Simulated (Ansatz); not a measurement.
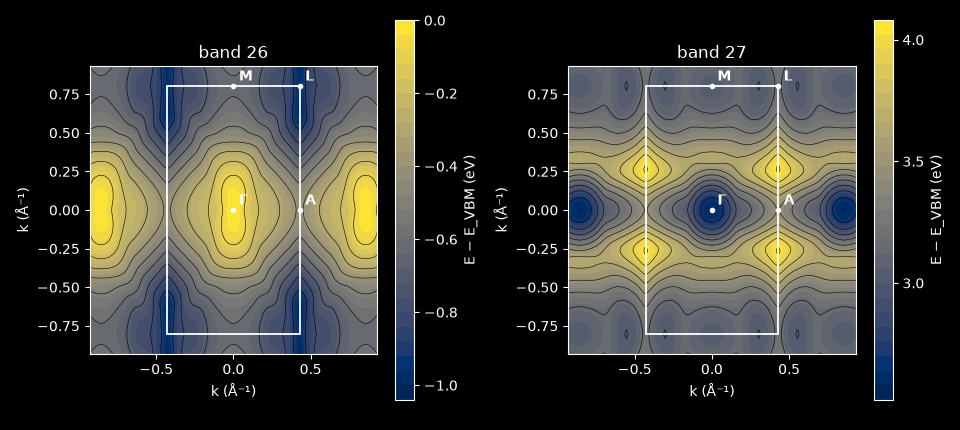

Two bands of MgTe (P6_3mc) over the plane through Γ, A and M: the highest mostly filled and the lowest mostly empty one.

Theory: DFT PBE, scalar-relativistic, plane waves, PAW; levels and slopes on a dense k mesh at the converged density in Ansatz 0.2.0. No spin polarisation. Mesh 30×30×16, interpolated with the band slopes. Unrelaxed database geometry.

Question: Give both levels and their distance at the named points.

Answer:
```
point  lower band (eV)  upper band (eV)  distance (eV)
    Γ             0.00             2.56           2.56
    A            −0.41             3.46           3.87
    M            −0.61             3.03           3.64
    L            −0.97             3.19           4.16
```

Question: Where are the band edges of the whole zone?

Answer: The valence band has one maximum at Γ, principal masses 0.15, 2.15 and 2.15 mₑ; the conduction band has one minimum at Γ, principal masses 0.16, 0.18 and 0.18 mₑ. The gap is direct, 2.56 eV at this level of theory, which underestimates gaps and can reorder valleys that lie close.

Spin-orbit coupling, left out here, can change the gap, its kind, the place of the band edges and the masses, since the compound holds Te.
